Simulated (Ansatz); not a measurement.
## Two runs on Ti

System: Ti (Fm-3m, 2 atoms in the cell).
Method of run 1: DFT, PBEsol, plane waves, PAW, spin-polarised (Ansatz 0.2.0).

The structure derives from an entry of the Crystallography Open Database. Text and figures count atoms from 1; the logs count them from 0 in places.

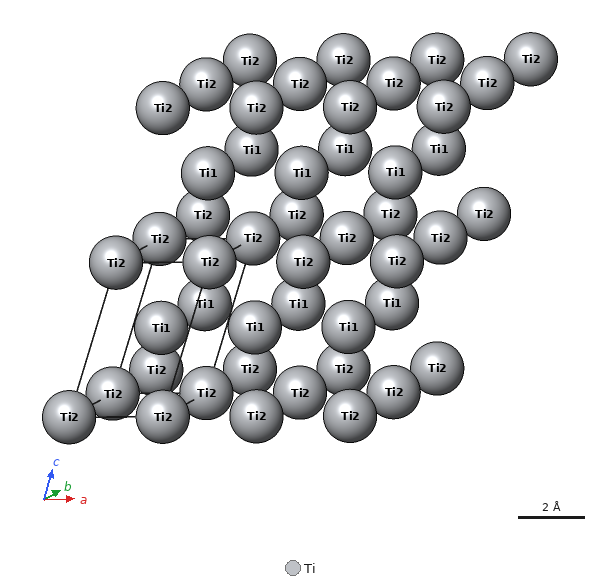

The structure as given in the input (spheres-only view of the cell of the calculation, repeated 3 × 2 × 2, seen at an oblique angle; atoms are numbered from 1 in the order of the input). An atom can appear more than once, as a periodic image.

Input file, run 1:
```yaml
crystal:
  lattice:
    - [0.0, -2.0279211515, -2.0279211515]
    - [-2.0279211515, 0.0, -2.0279211515]
    - [2.0279211515, 2.0279211515, -4.0558423031]
  atoms:
    - { symbol: Ti, position: [0.5, 0.5, 0.5], spin: 0.2 }
    - { symbol: Ti, position: [0.0, 0.0, 0.0], spin: 0.2 }
basis:
  ecutwfc: 420
kpoints:
  mp_grid: { grid: [24, 24, 24] }
hamiltonian:
  xc: pbesol
scf:
  occupations: { method: gaussian, width: 0.15 }
output:
  forces: true
  eigenvalues: true
  stress: true
magnetization:
  spin_polarized: true
```

Command:
```bash
ansatz run input.yaml --threads 2 --pin off --max-ram 5120MiB --backend cpu --events-out ev --progress --plain --runs-dir out
```

Hardware: 2 threads of AMD EPYC (Zen 5), 32 GiB of memory available, shared host.

Output, shortened to warnings, some set-up lines, iterations and results (run 1):
```
WARN: the starting moments were not kept: the SCF closed with an absolute magnetisation of 5.3e-7 μB, where they sum to 0.4 μB in size (2 sites). That is at most 0.1 of that sum. Measured as dr2_m measures the in/out step, that magnetisation stands 2.8e-14 eV from none, at or under the dr2_threshold of 1.0e-7 eV: it is no larger than a step whose dr2_m would equal this threshold. The system may …
Basis set: ecut = 420 eV, 663 PW (Γ), exchange–correlation on 40×40×72 points (8 copies of the dense FFT grid, shifted against one another)
Symmetry: 24 space group operations
k-points: 1313 of 13824
Initial density: superposition of atomic densities (chi_scale 0.1, normalization cell)
[...]
SCF iter   1: F=—  HF=-4948.421371 eV  |F-HF|=—  |Δ(HF+E_count)|=         —  Δρ=3.96e-2 (↑3.96e-2 ↓2.39e-2)  dr2=1.35e0  dr2_m=2.82e-2  M=0.074 μB ∫|m|=0.075 μB  β_m=0.30  …
SCF iter   2: F=—  HF=-4947.815935 eV  |F-HF|=—  |Δ(HF+E_count)|=   6.05e-1  Δρ=2.48e-2 (↑2.48e-2 ↓1.43e-2)  dr2=5.18e-1  dr2_m=1.45e-2  M=0.069 μB ∫|m|=0.069 μB  β_m=0.52  …
SCF iter   3: F=—  HF=-4947.617525 eV  |F-HF|=—  |Δ(HF+E_count)|=   1.98e-1  Δρ=4.44e-3 (↑2.82e-3 ↓4.44e-3)  dr2=5.30e-3  dr2_m=1.11e-3  M=0.042 μB ∫|m|=0.042 μB  β_m=0.69  …
SCF iter   4: F=—  HF=-4947.694715 eV  |F-HF|=—  |Δ(HF+E_count)|=   7.72e-2  Δρ=8.19e-4 (↑8.13e-4 ↓8.19e-4)  dr2=2.38e-5  dr2_m=1.86e-4  M=0.022 μB ∫|m|=0.022 μB  β_m=0.84  …
SCF iter   5: F=—  HF=-4947.699387 eV  |F-HF|=—  |Δ(HF+E_count)|=   4.67e-3  Δρ=5.19e-4 (↑2.20e-4 ↓5.19e-4)  dr2=1.41e-4  dr2_m=1.80e-5  M=0.010 μB ∫|m|=0.010 μB  β_m=0.92  …
SCF iter   6: F=—  HF=-4947.699507 eV  |F-HF|=—  |Δ(HF+E_count)|=   1.21e-4  Δρ=1.44e-4 (↑1.44e-4 ↓7.91e-5)  dr2=1.32e-5  dr2_m=1.17e-6  M=0.003 μB ∫|m|=0.003 μB  β_m=0.96  …
SCF iter   7: F=—  HF=-4947.699510 eV  |F-HF|=—  |Δ(HF+E_count)|=   2.67e-6  Δρ=4.18e-5 (↑4.18e-5 ↓2.53e-5)  dr2=4.29e-7  dr2_m=2.72e-7  M=0.002 μB ∫|m|=0.002 μB  β_m=0.98  …
SCF iter   8: F=—  HF=-4947.699510 eV  |F-HF|=—  |Δ(HF+E_count)|=   1.50e-7  Δρ=5.98e-6 (↑5.98e-6 ↓3.88e-6)  dr2=9.50e-9  dr2_m=5.80e-9  M=0.000 μB ∫|m|=0.000 μB  β_m=0.99  …
SCF iter   9: F=—  HF=-4947.699510 eV  |F-HF|=—  |Δ(HF+E_count)|=   7.06e-9  Δρ=3.06e-7 (↑3.06e-7 ↓2.17e-7)  dr2=2.43e-11  dr2_m=1.64e-11  M=0.000 μB ∫|m|=0.000 μB  β_m=0.97  …
SCF iter  10: F=-4947.699510 eV  HF=-4947.699510 eV  |F-HF|=1.82e-12  |Δ(HF+E_count)|=  2.55e-11  Δρ=1.60e-8 (↑1.54e-8 ↓1.60e-8)  dr2=1.71e-13  dr2_m=1.68e-14  M=0.000 μB …
SCF 1 converged in 10 iterations: F = -4947.699510 eV  dr2 = 1.71e-13
the search or the solves at the SCF's close seem to have found levels that the self-consistency loop had missed (the run counts 9). By its estimate they hold under 1e-12 electrons; where the run keeps them, the occupations were computed again with them
WARN: the starting moments were not kept: the SCF closed with an absolute magnetisation of 5.3e-7 μB, where they sum to 0.4 μB in size (2 sites). That is at most 0.1 of that sum. Measured as dr2_m measures the in/out step, that magnetisation stands 2.8e-14 eV from none, at or under the …
SCF converged after 10 iterations
Magnetization: 0.0000 μB (12.0000 up, 12.0000 down)
Absolute magnetization: 0.0000 μB (∫|ρ↑−ρ↓|, with the PAW one-centre terms)
Spin contamination: 0.0000 ħ² per cell (⟨S²⟩ above its minimum at these occupations)
Per-site moments (μB) at R_I (Å): [(1.6425352387797575e-7, 1.1830143582982577), (1.6425352394791542e-7, 1.1830143582982577)]
Free energy (F): -4947.699510 eV
Harris-Foulkes:  -4947.699510 eV  (|F-HF|=1.82e-12)
Internal energy: -4947.662144 eV  (E = F + TS)
E sigma→0 (E₀):  -4947.680827 eV
Entropy (-TS):   -0.037366 eV (-18.683 meV/atom)
Fermi energy:    13.786370 eV
--- Per-component energies (eV) ---
  E_band       = -298.324403
  E_kinetic    = 546.572060
[...]
```

The input of run 2 differs as follows (lines with − go, lines with + come):
```diff
-    - { symbol: Ti, position: [0.5, 0.5, 0.5], spin: 0.2 }
-    - { symbol: Ti, position: [0.0, 0.0, 0.0], spin: 0.2 }
+    - { symbol: Ti, position: [0.5, 0.5, 0.5] }
+    - { symbol: Ti, position: [0.0, 0.0, 0.0] }
-magnetization:
-  spin_polarized: true
```

What does this change do to the results?

The energy is the same within 0.01 meV per atom. The SCF takes 6 iterations against 10. On the same kind of shared host run 2 took about 0.25 times as long. The two runs start from different initial densities, which also moves the count.

Output, shortened to warnings, some set-up lines, iterations and results (run 2):
```
Basis set: ecut = 420 eV, 663 PW (Γ), exchange–correlation on 40×40×72 points (8 copies of the dense FFT grid, shifted against one another)
Symmetry: 24 space group operations
k-points: 1313 of 13824
Initial density: superposition of atomic densities (neutral atoms: chi_scale 0, normalization atom), corrected by the library's trained network
[...]
SCF iter   1: F=—  HF=-4947.703340 eV  |F-HF|=—  |Δ(HF+E_count)|=         —  Δρ=6.86e-3  dr2=1.16e-2  ethr=1.77e-3  ⟨swp⟩=3.4  Hψ=84173  notcnv=0
SCF iter   2: F=—  HF=-4947.700108 eV  |F-HF|=—  |Δ(HF+E_count)|=   3.23e-3  Δρ=3.17e-3  dr2=2.44e-3  ethr=4.84e-5  ⟨swp⟩=1.4  Hψ=33431  notcnv=0
SCF iter   3: F=—  HF=-4947.699510 eV  |F-HF|=—  |Δ(HF+E_count)|=   5.98e-4  Δρ=2.84e-4  dr2=8.76e-6  ethr=1.02e-5  ⟨swp⟩=3.0  Hψ=38669  notcnv=0
SCF iter   4: F=—  HF=-4947.699510 eV  |F-HF|=—  |Δ(HF+E_count)|=   1.15e-7  Δρ=2.57e-5  dr2=1.16e-7  ethr=3.65e-8  ⟨swp⟩=2.6  Hψ=34131  notcnv=0
SCF iter   5: F=-4947.699510 eV  HF=-4947.699510 eV  |F-HF|=8.59e-10  |Δ(HF+E_count)|=   1.01e-7  Δρ=2.70e-6  dr2=1.29e-9  ethr=4.82e-10  ⟨swp⟩=2.2  Hψ=29160  notcnv=0
SCF iter   6: F=-4947.699510 eV  HF=-4947.699510 eV  |F-HF|=7.09e-11  |Δ(HF+E_count)|=  4.47e-10  Δρ=6.88e-7  dr2=9.48e-11  ethr=5.39e-12  ⟨swp⟩=1.0  Hψ=62903  notcnv=0
SCF 1 converged in 6 iterations: F = -4947.699510 eV  dr2 = 9.48e-11
SCF converged after 6 iterations
Free energy (F): -4947.699510 eV
Harris-Foulkes:  -4947.699510 eV  (|F-HF|=7.09e-11)
Internal energy: -4947.662144 eV  (E = F + TS)
E sigma→0 (E₀):  -4947.680827 eV
Entropy (-TS):   -0.037366 eV (-18.683 meV/atom)
Fermi energy:    13.786370 eV
--- Per-component energies (eV) ---
  E_band       = -298.324375
  E_kinetic    = 546.572052
  E_local      = -1581.990529  (includes V_loc(G=0)·N_el)
  E_nonlocal   = 19.041078
  E_hartree    = 651.610642
  E_xc         = -193.875995
  E_vxc        = -243.646834  (∫ρ·V_xc dr)
  E_paw        = -2045.288129  (= ΣΔE_a)
  E_vpaw       = -341.521690  (= ΣTr[D̂ρ^β])
  E_aug_tail   = 0.000219  (compensation charges beyond the density's cutoff)
  E_ewald      = -2344.010251
  E_core_change = 0.278769  (= ΣΔE_core)
  E_smearing   = -0.037366  (= −TS)
  E_closure    = 0.000000  (closes the sum)
  Σ components = -4947.699510   (vs F -4947.699510, Δ=0.00e0)
--- Forces (eV/Å), atoms counted from 1 ---
  atom   1  Ti     0.00000000     0.00000000     0.00000000
  atom   2  Ti     0.00000000    -0.00000000    -0.00000000
  max |Σ_I F_I| component: 1.84e-30 eV/Å
--- Stress (GPa, compression-positive) ---
        0.073974      -0.000759       0.000759
       -0.000759       0.073974       0.000759
        0.000759       0.000759       0.073974
  P = ⅓ Tr σ = 0.0740 GPa (0.740 kbar)
```

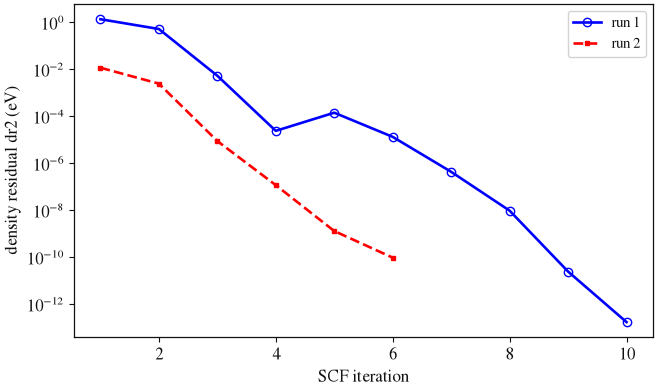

Convergence of the two runs: density residual dr2 against the SCF iteration. Run 1 takes 10 iterations in all, and run 2 takes 6.

The two runs side by side:

| quantity | run 1 | run 2 |
| --- | --- | --- |
| outcome | converged | converged |
| free energy per atom (eV) | −2473.8498 | −2473.8498 |
| energy per atom, smearing taken to zero (eV) | −2473.8404 | −2473.8404 |
| gap on the mesh (eV) | 0.00 | 0.00 |
| net moment of the cell (μB) | 0.00 | – |
| absolute moment of the cell (μB) | 0.00 | – |
| pressure (GPa) | 0.07 | 0.07 |
| largest force (eV/Å) | 0.000 | 0.000 |
| SCF iterations | 10 | 6 |
| irreducible k-points | 1313 | 1313 |
| plane waves at Γ | 663 | 663 |
| wall time (shared host) | 21 s | 5.3 s |

For run 1: Warnings: some starting moments were not kept.
